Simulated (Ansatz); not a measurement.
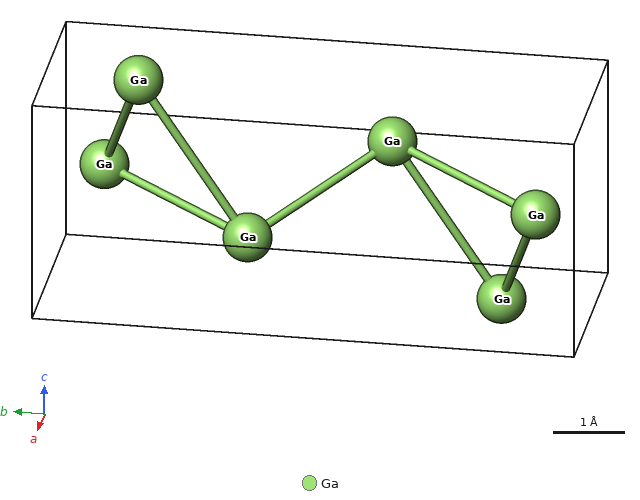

Normal modes of crystalline Ga, space group C2/c (No. 15), at the zone centre. A ball-and-stick model of the conventional cell (2 times the calculation's cell), seen from a free direction. Lengths and directions refer to the drawn axes.

Computed with DFT LDA, scalar-relativistic, plane waves, PAW in Ansatz 0.2.0.

The input:
```yaml
crystal:
  lattice:
    - [1.3542735558, -3.9065382144, -0.016336133]
    - [1.3542735558, 3.9065382144, -0.016336133]
    - [-0.1542549575, 0.0, 3.2790070093]
  atoms:
    - { symbol: Ga, position: [0.8663199157, 0.1336800843, 0.25] }
    - { symbol: Ga, position: [0.1336800843, 0.8663199157, 0.75] }
basis:
  ecutwfc: 420
kpoints:
  mp_grid: { grid: [16, 16, 12] }
hamiltonian:
  xc: lda
scf:
  occupations: { method: fermi_dirac, width: 0.15 }
output:
  eigenvalues: true
phonons:
  method: dfpt
  eigenvectors: true
```

Command:
```bash
ansatz run input.yaml --threads 1 --pin off --max-ram 3072MiB --backend cpu --events-out ev --progress --plain --runs-dir out
```

The frequencies depend somewhat on the k-mesh and the smearing.

**Give the spectrum at this point.**

The calculation's cell holds 2 atoms, so there are 3 optical modes, in 3 levels. The optical modes span 2B_g + A_g. No level is unstable.

| level | symmetry | frequency (cm⁻¹) | activity |
| --- | --- | --- | --- |
| 1 | B_g | 47 | Raman-active |
| 2 | B_g | 126 | Raman-active |
| 3 | A_g | 196 | Raman-active |

The displacement patterns:

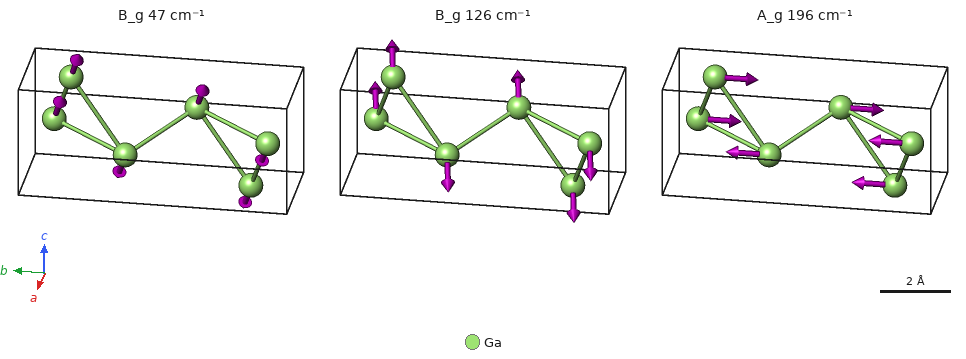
